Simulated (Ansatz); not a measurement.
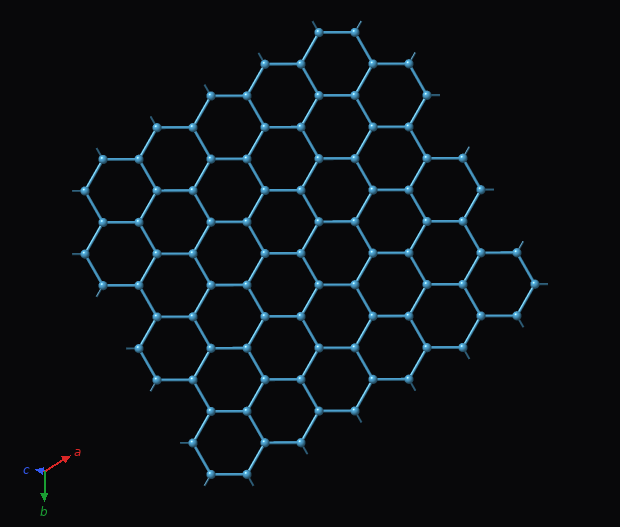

A cut-out of a periodic net derived from a crystal structure. Nodes are coloured by topological kind. One layer is drawn. Edges to nodes outside the piece are drawn as stubs.

### Describe the net.

A uninodal 3-connected, two-periodic (layers) net. It is the hcb net, known from graphene.

### Give point symbol and coordination sequence.

6^3, sequence 3, 6, 9, 12, 15, 18.

The net was derived as follows. BN (space group R3m, No. 160): the geometry relaxed with Ansatz, DFT, PBE-D3(BJ), plane waves, PAW. Bonds are taken as B–N below 1.6 Å; no other contact counts. Atoms with one bond or none are removed and atoms with two bonds are replaced by edges, until no such atom is left. B and N are 3-connected nodes.
